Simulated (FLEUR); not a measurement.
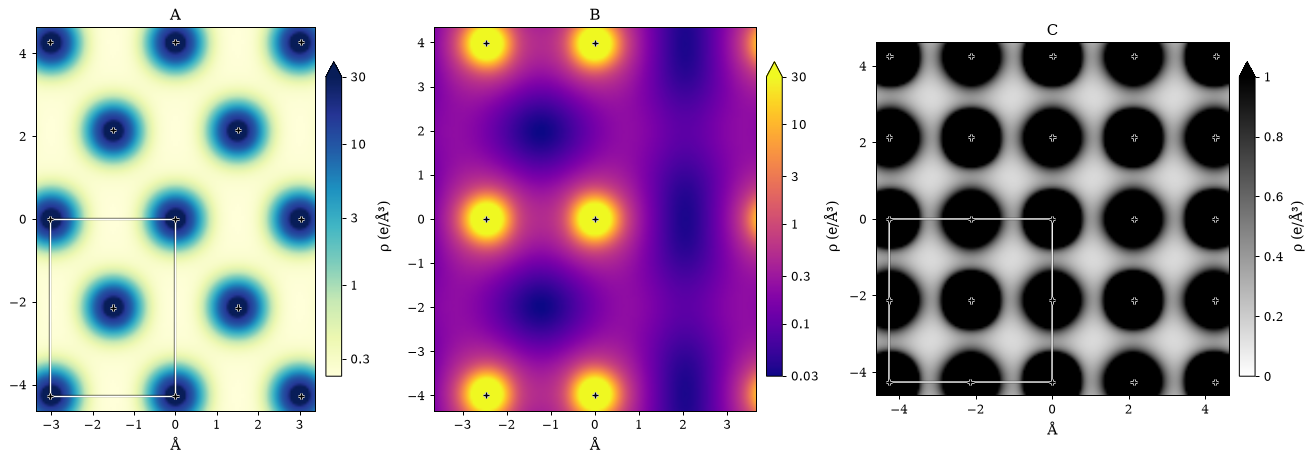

The total electron density of 3 systems, each on a plane through atoms (crosses mark nuclei in the plane).

Computed with Kohn-Sham DFT of a periodic cell, PBEsol, all-electron in FLEUR.

System 1: V, the (101̄) plane of the conventional cell. Space group Im-3m; spin-polarised.

```
V
1.0
     3.02870    0.00000    0.00000
     0.00000    3.02870    0.00000
     0.00000    0.00000    3.02870
V
2
Direct
  0.00000 0.00000 0.00000
  0.50000 0.50000 0.50000
```

System 2: Ge, the (11̄0) plane of the conventional cell. Space group P6₃/mmc; a structure from a database of computed crystals, not necessarily the ambient phase.

```yaml
crystal:
  lattice:
    - [3.99759, 0.00000, 0.00000]
    - [-1.99879, 3.46201, 0.00000]
    - [0.00000, 0.00000, 6.59938]
  atoms:
    - { symbol: Ge, position: [0.33333, 0.66667, 0.93710] }
    - { symbol: Ge, position: [0.66667, 0.33333, 0.43710] }
    - { symbol: Ge, position: [0.33333, 0.66667, 0.56290] }
    - { symbol: Ge, position: [0.66667, 0.33333, 0.06290] }
```

System 3: CoO, the (001) plane of the conventional cell. Space group Fm-3m; a structure from a database of computed crystals, not necessarily the ambient phase; changed on purpose from its base cell (strain component 3 = 0.01); spin-polarised.

```
Co O
1.0
     3.01094   -1.73837    2.46433
     0.00000    3.47673    2.46433
    -3.01094   -1.73837    2.46433
Co O
4 4
Direct
  0.00000 0.00000 0.00000
  0.50000 0.00000 0.50000
  0.00000 0.50000 0.50000
  0.50000 0.50000 0.00000
  0.00000 0.00000 0.50000
  0.50000 0.00000 0.00000
  0.00000 0.50000 0.00000
  0.50000 0.50000 0.50000
```

> Match each panel to its system.

Panel A is system 1, V: the plane holds V. V–V (2.62 Å): the density is about 0.28 e/Å³ at the midpoint. Panel B is system 2, Ge: the plane holds Ge. Ge–Ge (2.47 Å): the density is about 0.49 e/Å³ at the midpoint. Panel C is system 3, CoO: the plane holds Co and O. Co–O (2.13 Å): the density is about 0.42 e/Å³ at the midpoint.
